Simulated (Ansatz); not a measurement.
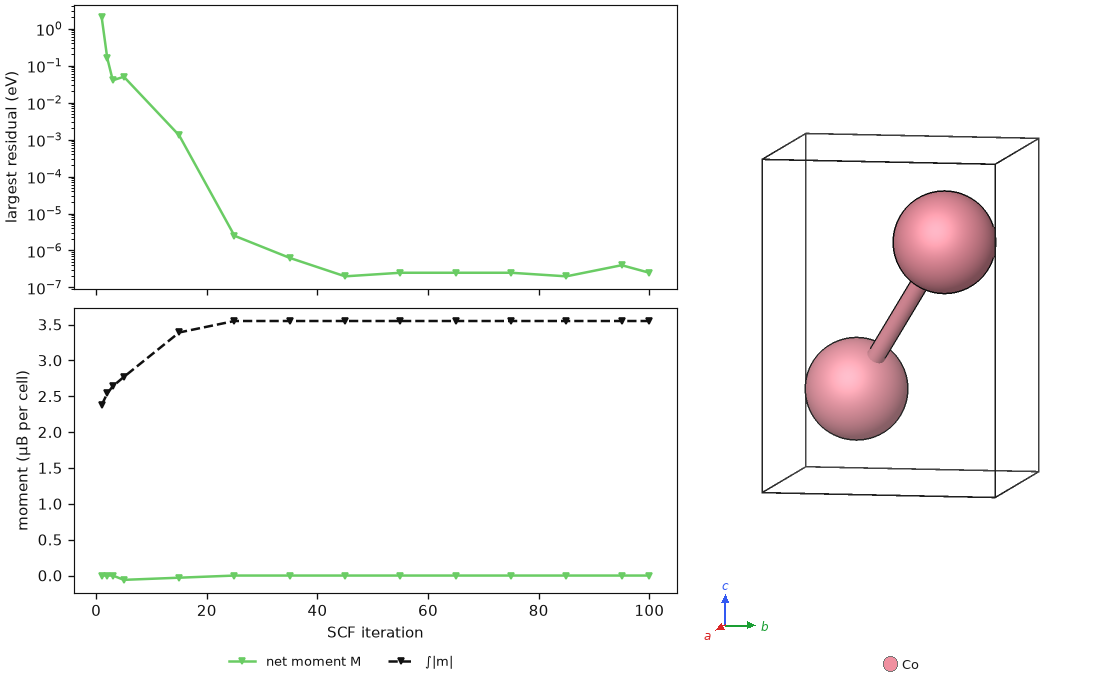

Beside the plot: the structure in its conventional cell.

The plot shows the SCF iterations of a calculation: largest residual, magnetic moments. Only some iterations were kept.

System: Co (P-1, 2 atoms in the cell).
Method: Ansatz, DFT, r2SCAN, PAW (an earlier, harder data set), plane waves, scalar-relativistic; cutoff 1400 eV, 5×5×4 k-mesh, Fermi–Dirac smearing of 0.1 eV, collinear spins.
Setting under test: no search for lower states.

**Was self-consistency reached?**

The run gave up at step 100 without converging. The residual stalls around 2 × 10⁻⁷ from about step 45 on.

**What is the residual at the start and at the end?**

It starts near 2 and ends near 2 × 10⁻⁷ eV.

**How do the moments develop?**

The net moment stays near 0.00 μB per cell, though in an unconverged run this needn't be final.
